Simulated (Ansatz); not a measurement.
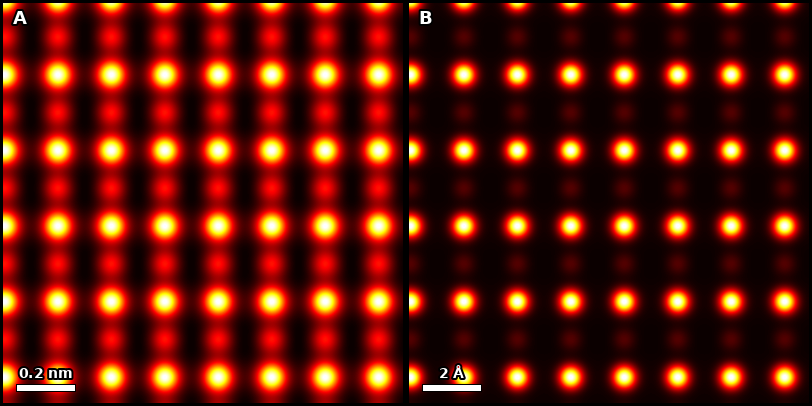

Two simulated images of the same area of ZnO (Pm-3m, No. 221) along [110], with a probe of 0.63 Å. One is incoherent Z contrast (Z^1.7 per atom), the other the projected potential of neutral atoms blurred by the probe (iDPC-like, thin sample). Brightness is counted from the darkest point of the image. Model: a calculation's starting geometry; the starting structure was generated, so it need not be a known form of this composition.

Which panel is which, and how can one tell?

B is the Z-contrast image and A the potential image. The columns of 1 O per repeat reach about 11 % of the brightest peak (1 Zn) in B but about 38 % in A, mainly since the potential grows much more slowly with atomic number.
